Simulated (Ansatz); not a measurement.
System: MgS, space group Imm2 (No. 44), 2 atoms in the cell, zincblende type, shear (xy) strain +3.0%.

Space group Imm2 (No. 44). a = 3.943 Å, b = 4.064 Å, c = 5.662 Å, α = 90.00°, β = 90.00°, γ = 90.00°
```
atom  site  symmetry       x       y       z
  Mg    2a       mm2  0.5000  0.5000  0.4972
   S    2b       mm2  0.0000  0.5000  0.7528
```

Level of theory: DFT, HSE06, plane waves, PAW, no spin polarisation, 6×6×6 k mesh, 420 eV cutoff; code Ansatz 0.2.0.

Predict the main features of the density of states.

There is a gap; over the k points computed it is 4.42 eV (direct among those points). The upper group of valence states starts about 3.5 eV under the valence-band top, with a gap beneath it; it holds about 6 electrons a cell. Within the window shown, the tallest peak of the filled states lies 0.9 eV under the valence-band top, at about 3 states per eV and cell.

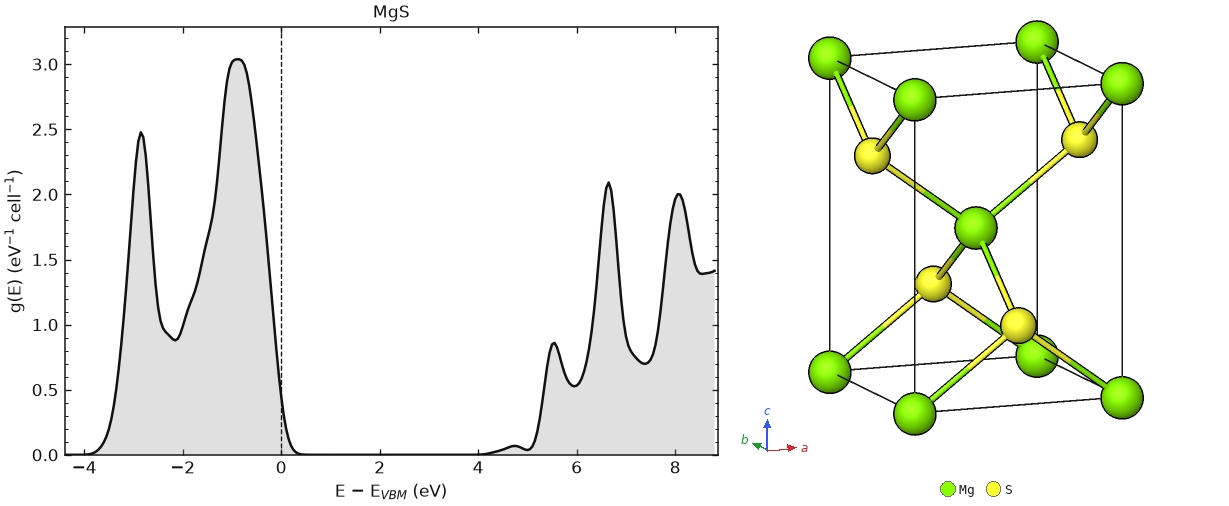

Density of states, beside the structure. Energies are counted from the top of the valence band. The curve is built from the levels of the k mesh with Gaussians 0.4 eV wide, which also blur the band edges.
